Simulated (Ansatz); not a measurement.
## TiAl$_{2}$: geometry relaxation (part 1 of 2)

System: TiAl$_{2}$ (12 atoms in the cell).
Method: DFT r2SCAN, scalar-relativistic, plane waves, PAW, no spin polarisation (Ansatz 0.2.0).

The structure derives from an entry of the Crystallography Open Database. It belongs to a series of runs on one base structure; here: 0 of 4 Ti sites taken by V, cell and atoms relaxed. Figures and captions count atoms from 1; the log counts them from 0 in places.

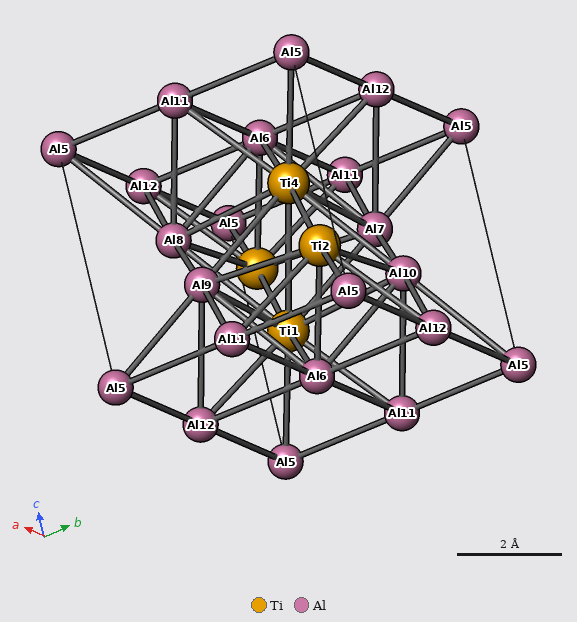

Fig. 1: The structure as given in the input (ball-and-stick view of the cell of the calculation, seen at an oblique angle; atoms are numbered from 1 in the order of the input). An atom can appear more than once, as a periodic image. Near neighbours in the periodic cell (some may lie outside the picture): Ti has 10 Al at 2.72 to 2.87 Å and 2 Ti at 2.99 Å; Al has 8 Al at 2.80 to 2.88 Å and 4 Ti at 2.72 to 2.75 Å; Al has 6 Al at 2.71 to 2.88 Å and 6 Ti at 2.80 to 2.87 Å.

**The input**
```yaml
crystal:
  lattice:
    - [3.9133510124, 0.0, -3.992863481]
    - [3.9133510124, 0.0, 3.992863481]
    - [-1.9566755062, -6.0339436914, 0.0]
  atoms:
    - { symbol: Ti, position: [0.3282087791, 0.3282087791, 0.3128351163] }
    - { symbol: Ti, position: [0.8282087791, 0.8282087791, 0.3128351163] }
    - { symbol: Ti, position: [0.1717912209, 0.1717912209, 0.6871648837] }
    - { symbol: Ti, position: [0.6717912209, 0.6717912209, 0.6871648837] }
    - { symbol: Al, position: [0.0, 0.0, 0.0] }
    - { symbol: Al, position: [0.5, 0.5, 0.0] }
    - { symbol: Al, position: [0.1637110931, 0.6637110931, 0.6548443725] }
    - { symbol: Al, position: [0.6637110931, 0.1637110931, 0.6548443725] }
    - { symbol: Al, position: [0.8362889069, 0.3362889069, 0.3451556275] }
    - { symbol: Al, position: [0.3362889069, 0.8362889069, 0.3451556275] }
    - { symbol: Al, position: [1.0, 0.5, 0.0] }
    - { symbol: Al, position: [0.5, 0.0, 0.0] }
basis:
  ecutwfc: 500
kpoints:
  mp_grid: { grid: [8, 8, 6] }
hamiltonian:
  xc: r2scan
scf:
  occupations: { method: gaussian, width: 0.1 }
output:
  forces: true
  stress: true
  eigenvalues: true
  write_density: true
  write_potential: true
  elf: true
  volumetric_format: npy
relax:
  adjacent_minimum: "off"
  f_tol: 0.015
  max_steps: 60
  cell: { stress_tol: 0.15 }
```

Run on 2 threads of Oxide Virtual Turin-like (Zen 5), 32 GiB of memory available, shared host.

Run as:
```bash
ansatz run input.yaml --threads 2 --pin off --max-ram 5120MiB --backend cpu --events-out ev --progress --plain --runs-dir out
```

**Log**
```
Engine: ansatz 0.2.0, x86_64-unknown-linux-gnu
Pseudopotentials: kind: paw
Pseudopotential: Ti, paw, valence charge 12, recommended cutoff 500 eV (meta_gga), Ti.paw.azcp
Pseudopotential: Al, paw, valence charge 3, recommended cutoff 500 eV (meta_gga), Al.paw.azcp
Functional definition: r2SCAN
  parameter k0 = 0.174
  parameter k1 = 0.065
  parameter a1 = 4.9479
  exchange = r2scan_x(k0 = k0, k1 = k1, a1 = a1)
  correlation = r2scan_c
Crystal: 12 atoms, lattice volume = 188.566 Å³
Basis set: ecut = 500 eV, 4791 PW (Γ), exchange–correlation on 180×180×192 points (64 copies of the dense FFT grid, shifted against one another)
Bands: 48, of which v1, the nominal top of the filled ones, is band 36 counted from 1 (35 counted from 0)
Symmetry: 8 space group operations
Space group: Cmmm (ITA 65), of the structure as read, at distance tolerance 5.7e-5 Å
k-points: 114 of 384
Non-local potential: Ti, projectors of the file, l = 0: 3, l = 1: 2, l = 2: 3, l = 3: 1
Non-local potential: Al, projectors of the file, l = 0: 2, l = 1: 2, l = 2: 1
PAW form: soft (Blöchl's): semilocal exchange-correlation on the pseudo side does not see the compensation charge
PAW frozen core: Ti, regenerated for the run's functional (the file was generated under x = pbe(κ = 0.804, μ = 0.2195149727645171), c = pbe(β = 0.06672455060314922))
PAW frozen core: Al, regenerated for the run's functional (the file was generated under x = pbe(κ = 0.804, μ = 0.2195149727645171), c = pbe(β = 0.06672455060314922))
PAW one-centre angular grid: Ti, 590 points (default); XC on 160 Gauss nodes
PAW one-centre angular grid: Al, 302 points (default); XC on 160 Gauss nodes
Initial density: superposition of atomic densities (neutral atoms: chi_scale 0, normalization atom), corrected by the library's trained network
Initial wavefunctions: pseudopotential atomic-orbital guess
Functional: x = r2scan, c = r2scan; τ floored in thin density (d = 2e-4 eV/Å³)
SCF iter   1: F=—  HF=-14346.296137 eV  |F-HF|=—  |Δ(HF+E_count)|=         —  Δρ=1.06e-2  dr2=2.11e-1  dr2_τ=9.45e-2  ethr=1.77e-3  ⟨swp⟩=7.5  Hψ=25604  notcnv=0
preconditioner: auto → Kerker (q_TF=auto, 2.324 Å⁻¹)  [metal: Δε(μ)=0.015 eV  Ē_g=5.221 eV  σ=0.100 eV  W_gap=0.09  n_scr=42 (ndim 8)  ℏωp=17.1 eV  f_vac=0.000  D(μ)=4.32/eV (n_scr^D=24)]
SCF iter   2: F=—  HF=-14346.456400 eV  |F-HF|=—  |Δ(HF+E_count)|=   1.60e-1  Δρ=3.70e-3  dr2=3.25e-2  dr2_τ=4.51e-3  ethr=2.93e-4  ⟨swp⟩=2.9  Hψ=11237  notcnv=0  defer=488
SCF iter   3: F=—  HF=-14346.455812 eV  |F-HF|=—  |Δ(HF+E_count)|=   5.88e-4  Δρ=2.23e-3  dr2=1.01e-2  dr2_τ=2.31e-4  ethr=4.52e-5  ⟨swp⟩=2.1  Hψ=6369  notcnv=0  defer=488
SCF iter   4: F=—  HF=-14346.455419 eV  |F-HF|=—  |Δ(HF+E_count)|=   3.93e-4  Δρ=3.03e-4  dr2=1.63e-4  dr2_τ=6.95e-6  ethr=1.40e-5  ⟨swp⟩=2.0  Hψ=7003  notcnv=0  defer=488
SCF iter   5: F=—  HF=-14346.455413 eV  |F-HF|=—  |Δ(HF+E_count)|=   5.87e-6  Δρ=5.54e-5  dr2=7.62e-6  dr2_τ=2.79e-7  ethr=2.26e-7  ⟨swp⟩=2.5  Hψ=8709  notcnv=0  defer=488
SCF iter   6: F=—  HF=-14346.455350 eV  |F-HF|=—  |Δ(HF+E_count)|=   6.30e-5  Δρ=1.22e-5  dr2=2.62e-7  dr2_τ=1.03e-8  ethr=1.06e-8  ⟨swp⟩=2.0  Hψ=7757  notcnv=0  defer=488
SCF iter   7: F=-14346.455350 eV  HF=-14346.455350 eV  |F-HF|=9.91e-9  |Δ(HF+E_count)|=   1.35e-7  Δρ=2.87e-6  dr2=1.40e-8  dr2_τ=8.92e-10  ethr=1.39e-10  ⟨swp⟩=14.4  Hψ=34413  notcnv=0
SCF 1 converged in 7 iterations: F = -14346.455350 eV  dr2 = 1.40e-8
  greatest PAW one-centre occupation: 1.001 electrons in one spin orbital (limit 2), on the Ti atom at site 3 (counted from 0), in its partial waves of l = 1
relax step   1: F+E_penalty+E_count = -14346.45535042 eV  Δ(F+E_penalty+E_count) = +0.000e0 eV  max|allowed force component| = 1.003e-2 eV/Å  Δτ_max = 0.0000 Å  P = -0.011 GPa  Ω = 188.566 Å³  (7 SCF iters, dr2 threshold 1.00e-7 eV, accepted)
Initial density: handed on by an earlier stage of this run
Initial wavefunctions: pseudopotential atomic-orbital guess (no wavefunctions were taken with the density)
iter 1 solved again at ethr=6.27e-7 eV; its pass at ethr=3.10e-3 eV (dr2=4.51e-4 eV) is discarded
SCF iter   1: F=—  HF=-14346.455396 eV  |F-HF|=—  |Δ(HF+E_count)|=         —  Δρ=2.85e-6  dr2=1.36e-8  dr2_τ=8.19e-10  ethr=6.27e-7  ⟨swp⟩=3.1  Hψ=36999  notcnv=0
eigensolver tolerance schedule: the retry pair's looser diagonalisation over-reported the residual by 33063.35 of it (diagonalisation noise at an unbounded share of the residual, at the tolerance the schedule requests for it); recorded, not acted on — ethr = c·dr2/N_el stays at c = 1.0e-1
preconditioner: auto → Kerker (q_TF=auto, 2.324 Å⁻¹)  [metal: Δε(μ)=0.004 eV  Ē_g=5.146 eV  σ=0.100 eV  W_gap=0.02  n_scr=42 (ndim 8)  ℏωp=17.1 eV  f_vac=0.000  D(μ)=4.24/eV (n_scr^D=24)]
SCF iter   2: F=—  HF=-14346.455350 eV  |F-HF|=—  |Δ(HF+E_count)|=   4.54e-5  Δρ=1.82e-6  dr2=5.92e-9  dr2_τ=7.85e-11  ethr=1.90e-11  ⟨swp⟩=3.0  Hψ=10009  notcnv=0
SCF iter   3: F=-14346.455350 eV  HF=-14346.455350 eV  |F-HF|=1.14e-9  |Δ(HF+E_count)|=   9.83e-9  Δρ=6.83e-7  dr2=1.07e-9  dr2_τ=4.06e-11  ethr=1.50e-12  ⟨swp⟩=7.1  Hψ=29246  notcnv=0
SCF 2 converged in 3 iterations: F = -14346.455350 eV  dr2 = 1.07e-9
relax step   2: F+E_penalty+E_count = -14346.45535043 eV  Δ(F+E_penalty+E_count) = -7.392e-9 eV  max|allowed force component| = 1.002e-2 eV/Å  Δτ_max = 0.0000 Å  P = -0.011 GPa  Ω = 188.566 Å³  stress off target by 1.03e-1 GPa  SCF on the basis re-selected at this cell (its energy is not comparable with the rows above)  (3 SCF iters)
```

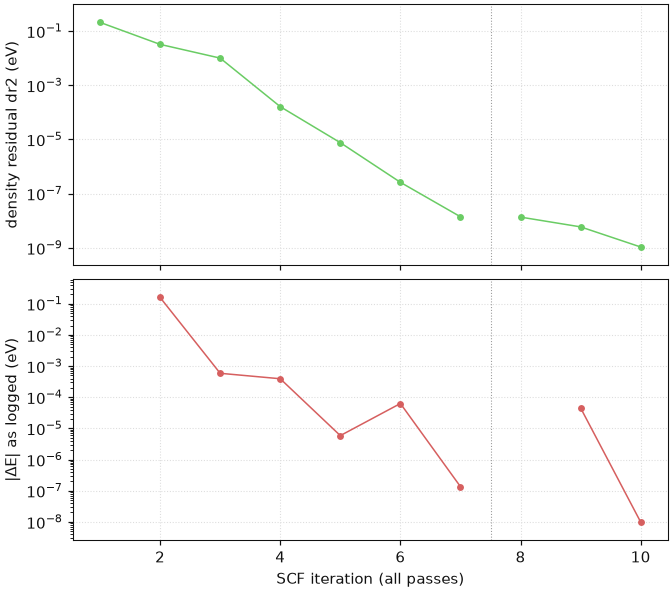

Fig. 2: Convergence of the self-consistent field: density residual dr2 and size of the energy change against the SCF iteration. The dotted lines part the SCF passes of the relaxation: geometry steps, rejected trials and re-solves on a re-selected basis. The passes take 7 and 3 iterations.

```
basis re-selected at this cell: Δ(F+E_penalty+E_count) = -7.392e-9 eV, ΔP = -0.000 GPa vs the last step (what re-selecting the basis moved, of the pressure what is left beyond the Pulay correction that the steps carried, after the strain that the cell walked since its last selection, with what the two solves' SCF thresholds leave and, on support functions, any second-order correction that the steps lacked; it is no measure of the basis error at this ecutwfc). This SCF's stress stands 1.03e-1 GPa from its target on what of the cell is left free (relax.cell.stress_tol is 1.50e-1 GPa) and its largest allowed force component is 1.00e-2 eV/Å (relax.f_tol is 1.50e-2 eV/Å): within both
SCF converged after 3 iterations
Free energy (F): -14346.455350 eV
Harris-Foulkes:  -14346.455350 eV  (|F-HF|=1.14e-9)
Internal energy: -14346.434154 eV  (E = F + TS)
E sigma→0 (E₀):  -14346.444752 eV
Entropy (-TS):   -0.021197 eV (-1.766 meV/atom)
Fermi energy:    10.472227 eV
--- Per-component energies (eV) ---
  E_band       = -689.126514
  E_kinetic    = 1285.744107
  E_local      = -4648.483257  (includes V_loc(G=0)·N_el)
  E_nonlocal   = 111.497333
  E_hartree    = 2027.820051
  E_xc         = -670.703938
  E_vxc        = -786.950927  (∫ρ·V_xc dr)
  E_paw        = -8015.770080  (= ΣΔE_a)
  E_vpaw       = -752.676855  (= ΣTr[D̂ρ^β])
  E_aug_tail   = 0.000364  (compensation charges beyond the density's cutoff)
  E_vtau       = 46.101286  (kinetic-family band-sum trace: ∫τ·v_τ [+ j·A + Jᵃ·Aᵃ] dr)
  E_ewald      = -4435.044041
  E_core_change = -1.494693  (= ΣΔE_core)
  E_smearing   = -0.021197  (= −TS)
  E_closure    = -0.000000  (closes the sum)
  Σ components = -14346.455350   (vs F -14346.455350, Δ=0.00e0)
--- Forces (eV/Å), atoms counted from 1 ---
  atom   1  Ti    -0.00562721    -0.00180711     0.00000000
  atom   2  Ti    -0.00562721    -0.00180711     0.00000000
  atom   3  Ti     0.00562721     0.00180711    -0.00000000
  atom   4  Ti     0.00562721     0.00180711    -0.00000000
  atom   5  Al     0.00000000     0.00000000     0.00000000
  atom   6  Al     0.00000000    -0.00000000     0.00000000
  atom   7  Al    -0.00028356    -0.01001607    -0.00000000
  atom   8  Al    -0.00028356    -0.01001607    -0.00000000
  atom   9  Al     0.00028356     0.01001607     0.00000000
  atom  10  Al     0.00028356     0.01001607     0.00000000
  atom  11  Al    -0.00000000     0.00000000    -0.00000000
  atom  12  Al     0.00000000     0.00000000    -0.00000000
  max |Σ_I F_I| component: 5.20e-18 eV/Å
--- Stress (GPa, compression-positive) ---
       -0.059473       0.002416      -0.000000
        0.002416       0.103318      -0.000000
       -0.000000      -0.000000      -0.077583
  P = ⅓ Tr σ = -0.0112 GPa (-0.112 kbar)
--- Band table (eV; the first three rows and the last of 114) ---
  k-point 0: bands = ["-48.6156", "-48.5983", "-48.5976", "-48.5836", "-23.9300", "-23.9295", "-23.9273", "-23.8943", "-23.8876", "-23.8826", "-23.8757", "-23.8527", "-23.7478", "-23.7257", "-23.7163", "-23.7042", "-0.2400", "3.7201", "4.0339", "4.1134", "4.4835", "4.8923", "5.3726", "5.9054", "6.5264", "7.7172", "8.1486", "8.4106", "8.5380", "8.6731", "8.6843", "8.8462", "9.2404", "9.6447", "9.8044", "9.8181", "10.0004", "10.8729", "11.0452", "11.2861", "11.5412", "11.6749", "11.8978", "11.9140", "11.9365", "12.3096", "12.3214", "13.5518"]
```
